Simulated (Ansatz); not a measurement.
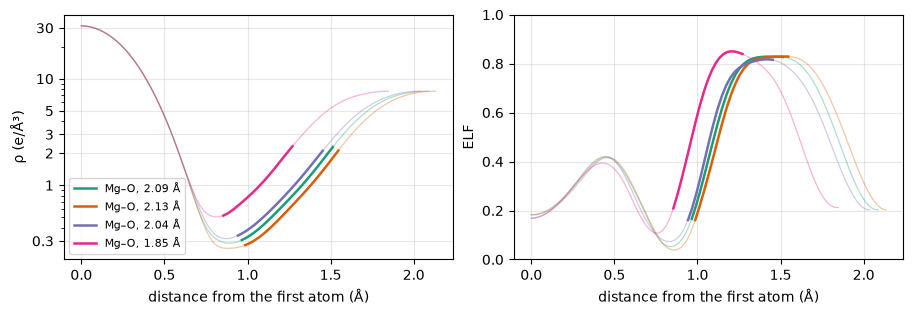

The picture shows: MgO. Valence pseudo-density and electron localisation function along straight lines between neighbouring atoms. Thin, pale parts lie inside the atomic spheres.

Space group Cmm2; a structure generated by program, which may or may not match a known phase.

The calculation used Ansatz 0.2.0, DFT PBE, scalar-relativistic, plane waves, PAW.

The density is the valence pseudo-density of a PAW calculation; it isn't the true density close to the nuclei.

```cif
data_structure
_symmetry_space_group_name_H-M 'P 1'
_symmetry_Int_Tables_number 1
_cell_length_a 5.5152
_cell_length_b 5.5176
_cell_length_c 5.6875
_cell_angle_alpha 90.000
_cell_angle_beta 90.000
_cell_angle_gamma 90.000
_cell_volume 173.07
loop_
_atom_site_label
_atom_site_type_symbol
_atom_site_fract_x
_atom_site_fract_y
_atom_site_fract_z
_atom_site_occupancy
Mg1 Mg 0.00000 0.00000 0.00193 1
Mg2 Mg 0.50000 0.50000 0.00193 1
Mg3 Mg 0.24317 0.00000 0.59713 1
Mg4 Mg 0.74317 0.50000 0.59713 1
Mg5 Mg 0.25683 0.50000 0.59713 1
Mg6 Mg 0.75683 0.00000 0.59713 1
O1 O 0.00000 0.00000 0.32683 1
O2 O 0.50000 0.50000 0.32683 1
O3 O 0.00000 0.74944 0.73849 1
O4 O 0.50000 0.24944 0.73849 1
O5 O 0.00000 0.25056 0.73849 1
O6 O 0.50000 0.75056 0.73849 1
```

What can be read from the curves?

Answer. Mg–O (2.09 Å): ρ is about 0.36 e/Å³ halfway; the ELF peaks at about 0.85 in the valence shell of O, 0.6 Å from its nucleus, and is about 0.35 at the midpoint: a closed-shell, largely ionic contact.
Mg–O (2.13 Å): ρ is about 0.32 e/Å³ halfway; the ELF peaks at about 0.85 in the valence shell of O, 0.6 Å from its nucleus, and is about 0.35 at the midpoint: a closed-shell, largely ionic contact.
Mg–O (2.04 Å): the density is about 0.4 e/Å³ at the midpoint; the ELF peaks at about 0.80 in the valence shell of O, 0.6 Å from its nucleus, and is about 0.35 at the midpoint: an ionic contact with no shared pair.
Mg–O (1.85 Å): ρ at the midpoint is about 0.61 e/Å³; the ELF peaks at about 0.85 in the valence shell of O, 0.6 Å from its nucleus, and is about 0.40 at the midpoint; a largely ionic contact.
